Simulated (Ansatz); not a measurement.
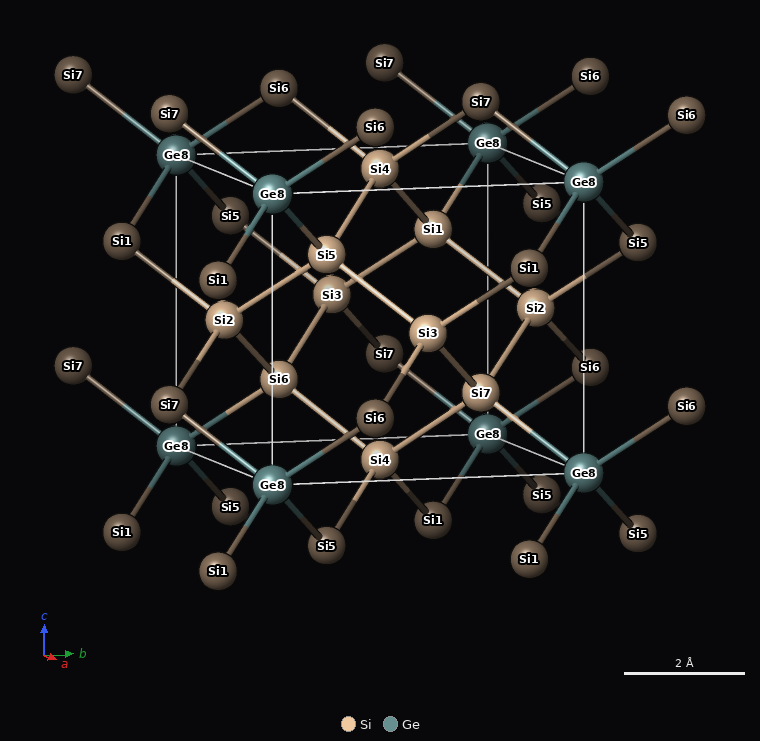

Figure 1. The structure as given in the input (ball-and-stick view of the cell of the calculation, set on other vectors, seen slightly off an axis; neighbours outside the cell are drawn fainter; atoms are numbered from 1 in the order of the input). Near neighbours in the crystal (not all of them lie inside the picture): Si has 1 Ge at 2.31 Å and 3 Si at 2.28 to 2.29 Å; Si has 4 Si at 2.28 to 2.29 Å; Ge has 4 Si at 2.31 Å.

# Run report: GeSi$_{7}$, single-point calculation

System: GeSi$_{7}$ (8 atoms in the cell).
Method: DFT r2SCAN, scalar-relativistic, plane waves, PAW, no spin polarisation (Ansatz 0.2.0).

The structure derives from a Materials Project entry. It belongs to a series of runs on one base structure; here: strain -0.1000 x Voigt [0, 1, 0, 0, 0, 0], atoms carried along. Figures and captions count atoms from 1; the log counts them from 0 in places.

## What the program printed
```
Engine: ansatz 0.2.0, x86_64-unknown-linux-gnu
Pseudopotentials: kind: paw
Pseudopotential: Si, paw, valence charge 4, recommended cutoff 500 eV (meta_gga), Si.paw.azcp
Pseudopotential: Ge, paw, valence charge 14, recommended cutoff 500 eV (meta_gga), Ge.paw.azcp
Functional definition: r2SCAN
  parameter k0 = 0.174
  parameter k1 = 0.065
  parameter a1 = 4.9479
  exchange = r2scan_x(k0 = k0, k1 = k1, a1 = a1)
  correlation = r2scan_c
Crystal: 8 atoms, lattice volume = 147.137 Å³
Basis set: ecut = 500 eV, 3713 PW (Γ), exchange–correlation on 160×144×160 points (64 copies of the dense FFT grid, shifted against one another)
Bands: 29, of which v1, the nominal top of the filled ones, is band 21 counted from 1 (20 counted from 0)
Symmetry: 8 space group operations
Space group: P-42m (ITA 111), of the structure as read, at distance tolerance 5.3e-5 Å
k-points: 40 of 216 (time reversal used)
Non-local potential: Si, projectors of the file, l = 0: 2, l = 1: 2, l = 2: 2
Non-local potential: Ge, projectors of the file, l = 0: 2, l = 1: 2, l = 2: 3, l = 3: 1
PAW form: soft (Blöchl's): semilocal exchange-correlation on the pseudo side does not see the compensation charge
PAW frozen core: Si, regenerated for the run's functional (the file was generated under x = pbe(κ = 0.804, μ = 0.2195149727645171), c = pbe(β = 0.06672455060314922))
PAW frozen core: Ge, regenerated for the run's functional (the file was generated under x = pbe(κ = 0.804, μ = 0.2195149727645171), c = pbe(β = 0.06672455060314922))
PAW one-centre angular grid: Si, 302 points (default); XC on 160 Gauss nodes
PAW one-centre angular grid: Ge, 590 points (default); XC on 160 Gauss nodes
Initial density: superposition of atomic densities (neutral atoms: chi_scale 0, normalization atom), corrected by the library's trained network
Initial wavefunctions: pseudopotential atomic-orbital guess
Functional: x = r2scan, c = r2scan; τ floored in thin density (d = 2e-4 eV/Å³)
SCF iter   1: F=—  HF=-8775.387427 eV  |F-HF|=—  |Δ(HF+E_count)|=         —  Δρ=4.55e-3  dr2=3.05e-2  dr2_τ=6.32e-2  ethr=1.77e-3  ⟨swp⟩=7.5  Hψ=6190  notcnv=0  defer=6
preconditioner: auto → Kerker (q_TF=auto, 2.214 Å⁻¹)  [metal: Δε(μ)=0.020 eV  Ē_g=8.798 eV  σ=0.050 eV  W_gap=0.22  n_scr=26 (ndim 8)  ℏωp=17.3 eV  f_vac=0.000  D(μ)=1.08/eV (n_scr^D=4)]
SCF iter   2: F=—  HF=-8775.465493 eV  |F-HF|=—  |Δ(HF+E_count)|=   7.81e-2  Δρ=2.80e-3  dr2=1.02e-2  dr2_τ=6.42e-5  ethr=7.26e-5  ⟨swp⟩=2.1  Hψ=2537  notcnv=0  defer=112
SCF iter   3: F=—  HF=-8775.464926 eV  |F-HF|=—  |Δ(HF+E_count)|=   5.67e-4  Δρ=1.42e-3  dr2=3.02e-3  dr2_τ=2.34e-5  ethr=2.43e-5  ⟨swp⟩=2.0  Hψ=1248  notcnv=0  defer=112
SCF iter   4: F=—  HF=-8775.464564 eV  |F-HF|=—  |Δ(HF+E_count)|=   3.62e-4  Δρ=2.17e-4  dr2=9.20e-5  dr2_τ=6.31e-7  ethr=7.20e-6  ⟨swp⟩=2.6  Hψ=1661  notcnv=0  defer=112
SCF iter   5: F=—  HF=-8775.464580 eV  |F-HF|=—  |Δ(HF+E_count)|=   1.55e-5  Δρ=6.90e-5  dr2=1.19e-5  dr2_τ=1.61e-7  ethr=2.19e-7  ⟨swp⟩=2.0  Hψ=1883  notcnv=0  defer=112
SCF iter   6: F=—  HF=-8775.464582 eV  |F-HF|=—  |Δ(HF+E_count)|=   2.52e-6  Δρ=1.20e-5  dr2=4.22e-7  dr2_τ=3.62e-9  ethr=2.82e-8  ⟨swp⟩=2.0  Hψ=1891  notcnv=0  defer=112
SCF iter   7: F=-8775.464582 eV  HF=-8775.464582 eV  |F-HF|=1.44e-10  |Δ(HF+E_count)|=   1.08e-7  Δρ=3.54e-6  dr2=3.55e-8  dr2_τ=2.32e-10  ethr=2.38e-10  ⟨swp⟩=14.2  Hψ=8538  notcnv=0
SCF 1 converged in 7 iterations: F = -8775.464582 eV  dr2 = 3.55e-8
  greatest PAW one-centre occupation: 0.998 electrons in one spin orbital (limit 2), on the Ge atom at site 7 (counted from 0), in its partial waves of l = 2
SCF converged after 7 iterations
Free energy (F): -8775.464582 eV
Harris-Foulkes:  -8775.464582 eV  (|F-HF|=1.44e-10)
Internal energy: -8775.463211 eV  (E = F + TS)
E sigma→0 (E₀):  -8775.463897 eV
Entropy (-TS):   -0.001371 eV (-0.171 meV/atom)
Fermi energy:    7.712297 eV
--- Per-component energies (eV) ---
  E_band       = -109.396404
  E_kinetic    = 408.213884
  E_local      = -3135.813300  (includes V_loc(G=0)·N_el)
  E_nonlocal   = 600.942477
  E_hartree    = 1384.821448
  E_xc         = -436.227820
  E_vxc        = -425.094112  (∫ρ·V_xc dr)
  E_paw        = -5672.273388  (= ΣΔE_a)
  E_vpaw       = -345.028919  (= ΣTr[D̂ρ^β])
  E_aug_tail   = 0.000050  (compensation charges beyond the density's cutoff)
  E_vtau       = 17.740219  (kinetic-family band-sum trace: ∫τ·v_τ [+ j·A + Jᵃ·Aᵃ] dr)
  E_ewald      = -1923.505765
  E_core_change = -1.620797  (= ΣΔE_core)
  E_smearing   = -0.001371  (= −TS)
  E_closure    = 0.000000  (closes the sum)
  Σ components = -8775.464582   (vs F -8775.464582, Δ=0.00e0)
--- Forces (eV/Å), atoms counted from 1 ---
  atom   1  Si    -0.00846410     0.04848883    -0.00846410
  atom   2  Si    -0.00000000     0.00000000     0.00000000
  atom   3  Si    -0.00000000     0.00000000     0.00000000
  atom   4  Si    -0.00000000     0.00000000     0.00000000
  atom   5  Si     0.00846410     0.04848883     0.00846410
  atom   6  Si     0.00846410    -0.04848883    -0.00846410
  atom   7  Si    -0.00846410    -0.04848883     0.00846410
  atom   8  Ge    -0.00000000     0.00000000     0.00000000
  max |Σ_I F_I| component: 4.16e-17 eV/Å
--- Stress (GPa, compression-positive) ---
        9.003989       0.000000       0.000000
        0.000000      17.241646      -0.000000
        0.000000      -0.000000       9.003989
  P = ⅓ Tr σ = 11.7499 GPa (117.499 kbar)
--- Band table (eV; the first three rows and the last of 40) ---
  k-point 0: bands = ["-17.2023", "-17.1992", "-17.1992", "-17.1653", "-17.1570", "-5.7770", "-1.6409", "-1.1701", "-1.1621", "-1.1621", "-0.5757", "-0.4220", "3.7150", "3.7150", "4.6208", "4.6346", "4.6346", "4.6652", "7.3922", "7.3922", "7.6553", "7.7483", "8.1856", "8.5875", "8.7672", "8.7672", "8.8046", "10.1869", "10.6280"]
  k-point 1: bands = ["-17.2023", "-17.1993", "-17.1992", "-17.1653", "-17.1570", "-5.6479", "-2.6266", "-1.3441", "-1.0879", "-0.6120", "-0.4258", "0.2716", "3.4870", "3.4958", "4.2835", "4.2887", "4.7197", "4.7943", "6.7134", "6.9912", "7.5605", "8.2336", "8.3922", "8.6444", "9.1217", "9.3634", "9.4001", "10.3725", "10.7378"]
  k-point 2: bands = ["-17.2024", "-17.1993", "-17.1992", "-17.1652", "-17.1569", "-5.2635", "-3.7259", "-1.1917", "-0.8906", "-0.6449", "-0.4806", "1.8914", "3.1817", "3.2034", "3.6575", "3.6664", "5.0281", "5.1846", "5.2696", "6.2480", "6.6345", "8.7608", "9.6652", "9.7512", "9.8193", "10.0231", "10.8232", "10.8806", "11.9042"]
  k-point 39: bands = ["-17.2025", "-17.1996", "-17.1996", "-17.1646", "-17.1567", "-3.4273", "-2.9411", "-2.9298", "-2.9298", "-0.4219", "-0.1597", "-0.1597", "-0.1495", "5.6046", "5.6588", "5.7676", "5.7676", "6.6371", "6.7357", "6.7357", "6.9012", "9.0000", "9.3531", "9.3531", "9.5459", "10.5729", "10.7051", "10.7051", "11.0508"]
```

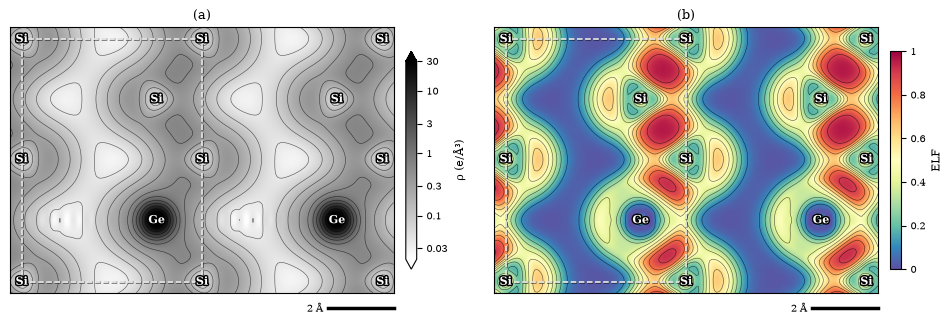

Figure 2. (a) valence electron density; (b) electron localisation function on the (011̄) plane of the conventional cell. Atoms in the plane: Si and Ge. Si–Si (2.29 Å): ρ at the midpoint is about 0.64 e/Å³, a local maximum along the line; the ELF peaks at about 0.95 between the atoms (localised, shared-pair bonding). Si–Ge (2.31 Å): ρ is about 0.62 e/Å³ halfway; the ELF peaks at about 0.95 between the atoms (a covalent bond). Away from the nuclei the density in this plane falls to 0.02 e/Å³ at its lowest. In a PAW calculation such maps are meaningful between the atoms, not at the nuclei.

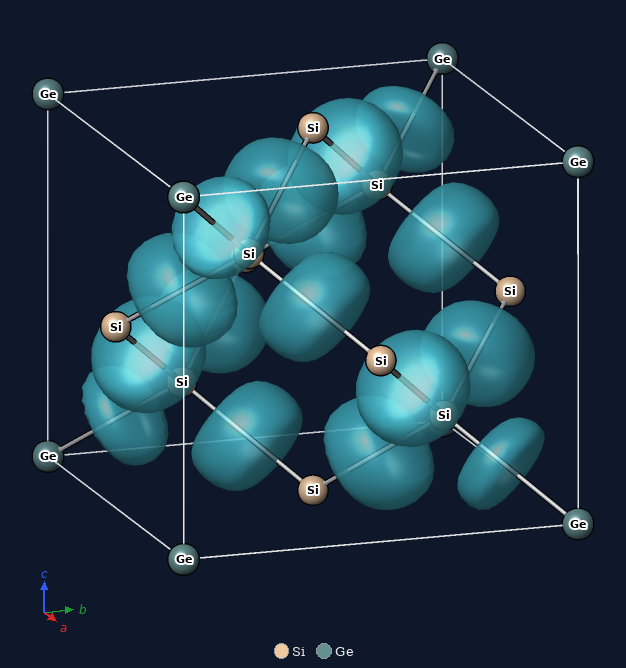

Figure 3. Isosurface of the ELF at 0.75 (cyan), seen slightly off an axis. Only the valence region is drawn (cores and ρ < 0.01 e/Å³ removed). Sticks mark near contacts. The outline is the cell set on symmetry axes. The ELF exceeds this value in four regions between bonded Ge–Si atoms (shared pairs) and twelve regions between bonded Si–Si atoms (shared pairs), counted in one cell of 8 atoms.  Values along the shortest contacts: Si–Si (2.28 Å): the ELF peaks at about 0.95 between the atoms, which marks localised, shared-pair bonding. Si–Ge (2.31 Å): the ELF peaks at about 0.95 between the atoms, which marks a covalent bond.

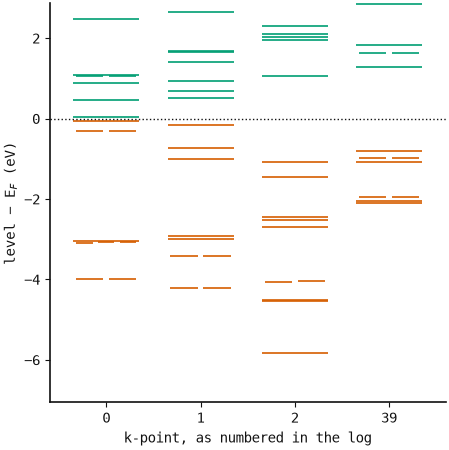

Figure 4. Kohn–Sham levels near the Fermi level (dotted) at the few k-points that the log prints; levels within 0.02 eV of each other stand side by side. The system is metallic on the full mesh.

The run was set up as follows.

## Input file
```yaml
crystal:
  lattice:
    - [5.4679684317, 0.0, 0.0]
    - [0.0, 4.9211715885, 0.0]
    - [0.0, 0.0, 5.4679684317]
  atoms:
    - { symbol: Si, position: [0.2524307582, 0.2524307582, 0.2524307582] }
    - { symbol: Si, position: [0.0, 0.5, 0.5] }
    - { symbol: Si, position: [0.5, 0.5, 0.0] }
    - { symbol: Si, position: [0.5, 0.0, 0.5] }
    - { symbol: Si, position: [0.7475692418, 0.2524307582, 0.7475692418] }
    - { symbol: Si, position: [0.7475692418, 0.7475692418, 0.2524307582] }
    - { symbol: Si, position: [0.2524307582, 0.7475692418, 0.7475692418] }
    - { symbol: Ge, position: [0.0, 0.0, 0.0] }
basis:
  ecutwfc: 500
kpoints:
  mp_grid: { grid: [6, 6, 6] }
hamiltonian:
  xc: r2scan
scf:
  occupations: { method: gaussian, width: 0.05 }
output:
  forces: true
  stress: true
  eigenvalues: true
  write_density: true
  write_potential: true
  elf: true
  volumetric_format: npy
```

Launched with:
```bash
ansatz run input.yaml --threads 2 --pin off --max-ram 5120MiB --backend cpu --events-out ev --progress --plain --runs-dir out
```

## Summary

```csv
quantity,value
outcome,converged
space group (tolerance 0.01 Å),P-42m (111)
electrons treated,42
free energy,−8775.4646 eV
Fermi energy,7.712 eV
gap on the k-point mesh,none (metallic)
pressure,11.75 GPa
largest force (length of the vector),0.050 eV/Å
hardware,"2 threads of Oxide Virtual Turin-like (Zen 5), 32 GiB of memory available, shared host"
wall time,14 s (CPU time 27 s)
peak memory,0.69 GiB
```
